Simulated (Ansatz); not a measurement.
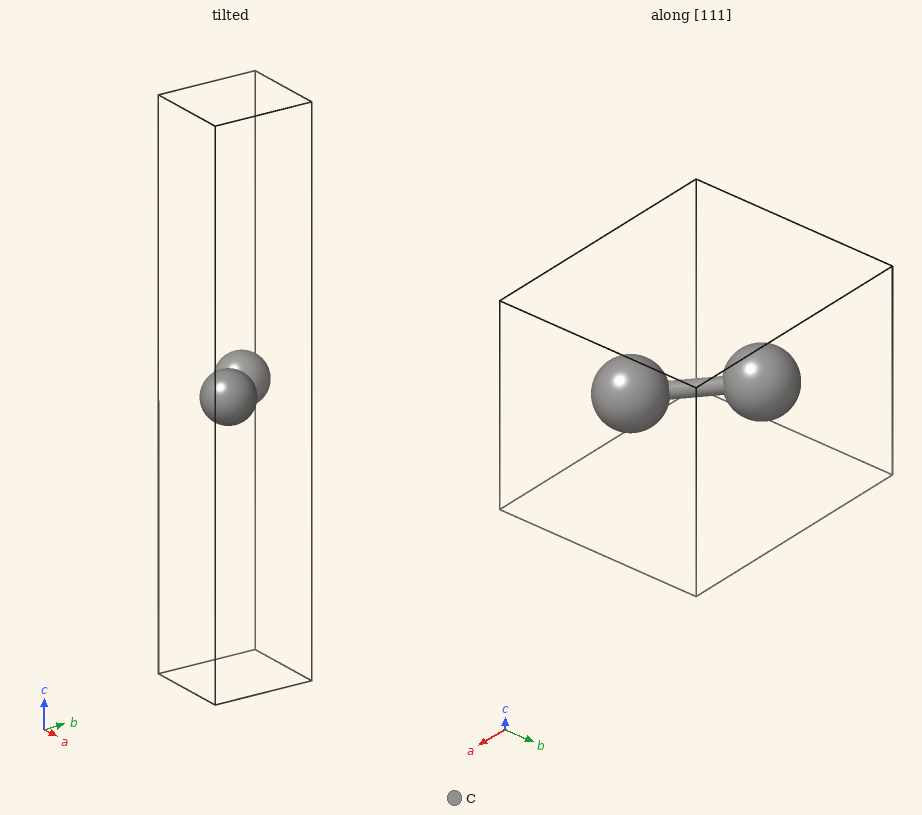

Shown here is a ball-and-stick view of the crystal, taken slightly off an axis and along [111]. Lines trace the edges of the simulation cell. Cell: a = 2.456 Å, b = 2.274 Å, c = 8.524 Å, α = 90.00°, β = 90.00°, γ = 122.68°.

- The element is carbon.
- The cell holds two atoms.
- Each C is bonded to three C in a distorted trigonal planar arrangement at about 1.3 to 1.4 Å.
- The bonds build C layers parallel to (001).

The initial geometry was a structure listed in the Materials Project. The cell was then strained or its atoms displaced on purpose. A calculation with Ansatz used it as input.

At this level of theory the run's own cell isn't at rest (compressed, at 24 GPa and forces up to 3.3 eV/Å), so its distances can differ from those at equilibrium, the more so the softer the solid.
